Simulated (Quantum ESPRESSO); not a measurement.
## Ba: 7 runs along one coordinate

System: Ba (Im-3m, 1 atom in the cell).
Method: Kohn-Sham DFT of a periodic cell, PBE with D3(BJ), PseudoDojo 0.4.1 SR PBE standard, no spin polarisation (Quantum ESPRESSO 7.5).

The 7 runs differ only in the geometry, by an even scaling of the cell at fixed fractional positions. The structure derives from an entry of the Crystallography Open Database.

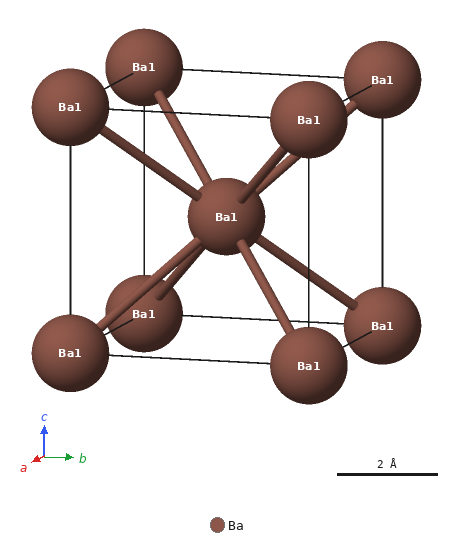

Figure 1. The structure of run 4 (ball-and-stick view of the cell 2 times as large as that of the calculation, set on its symmetry axes, seen slightly off an axis; atoms are numbered from 1 in the order of the input).

**Input of run 4**
```
&CONTROL
  calculation = 'scf'
  prefix = 'pwscf'
  outdir = './tmp'
  pseudo_dir = './pseudo'
  tprnfor = .true.
  tstress = .true.
  disk_io = 'nowf'
/
&SYSTEM
  ibrav = 0
  nat = 1
  ntyp = 1
  ecutwfc = 44
  nbnd = 10
  occupations = 'smearing'
  smearing = 'fd'
  degauss = 0.00367493
  vdw_corr = 'grimme-d3'
  dftd3_version = 4
/
&ELECTRONS
  conv_thr = 2d-10
  electron_maxstep = 120
  mixing_beta = 0.5
/
ATOMIC_SPECIES
Ba   137.3270 Ba.upf
CELL_PARAMETERS angstrom
  -2.5065000000    2.5065000000    2.5065000000
   2.5065000000   -2.5065000000    2.5065000000
   2.5065000000    2.5065000000   -2.5065000000
ATOMIC_POSITIONS crystal
Ba     0.0000000000    0.0000000000    0.0000000000
K_POINTS automatic
8 8 8 0 0 0
```

Command:
```bash
OMP_NUM_THREADS=1 pw.x -in pw.in > pw.out
```

Run 2 differs from it as follows:
```diff
-  -2.5065000000    2.5065000000    2.5065000000
-   2.5065000000   -2.5065000000    2.5065000000
-   2.5065000000    2.5065000000   -2.5065000000
+  -2.4726242257    2.4726242257    2.4726242257
+   2.4726242257   -2.4726242257    2.4726242257
+   2.4726242257    2.4726242257   -2.4726242257
```

**Results, with one run withheld**

```tsv
run	volume per atom (Å³)	free energy per atom, from the lowest run given (meV)	pressure (GPa)
1	59.209	0.00	0.10
2	60.469	?	?
3	61.729	1.42	−0.28
4	62.989	4.27	−0.45
5	64.249	8.42	−0.61
6	65.508	13.73	−0.75
7	66.768	20.11	−0.88
```

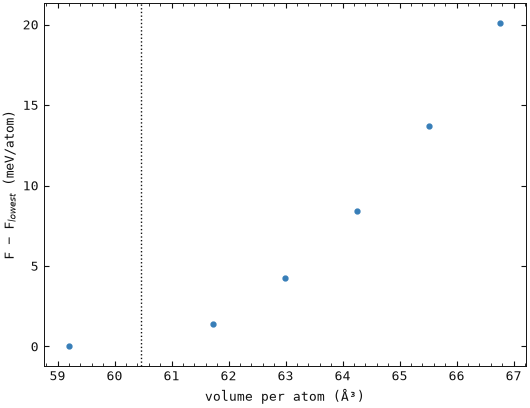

Figure 2. Free energy per atom of the runs given; the dotted line marks run 2.

What should run 2 give?

A cubic polynomial in V^(−2/3) (the Birch–Murnaghan form), fitted to the 6 runs given, misses them by at most 0.01 meV per atom. With x = V^(−2/3) − 0.06294 Å⁻², it reads F = 5.277 − 4626.3 x + 9.8694e+05 x² − 6.1052e+06 x³ (meV per atom). At run 2 it gives −0.05 meV per atom, and the run itself gives −0.05. The slope of the fit gives a pressure −dF/dV of −0.09 GPa there, and the run prints −0.10 GPa. The fit has its minimum at 59.877 Å³ per atom, where V d²F/dV² gives 9.58 GPa: the bulk modulus at this level, since symmetry fixes the shape and the positions.

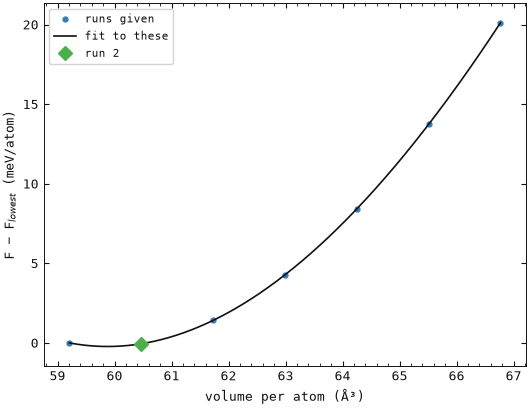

Figure 3. The fit and the withheld run.

**Some lines of the output (run 2)**
```
[...]
     unit-cell volume          =     408.0665 (a.u.)^3
     number of k points=    29  Fermi-Dirac smearing, width (Ry)=  0.0037
     total energy              =     -56.19521603 Ry
     total energy              =     -56.19535615 Ry
     total energy              =     -56.19537811 Ry
     total energy              =     -56.19537966 Ry
     total energy              =     -56.19537972 Ry
     total energy              =     -56.19537973 Ry
     the Fermi energy is     6.1670 ev
!    total energy              =     -56.19537973 Ry
     The total energy is F=E-TS. E is the sum of the following terms:
     Computing stress (Cartesian axis) and pressure
          total   stress  (Ry/bohr**3)                   (kbar)     P=       -0.99
```
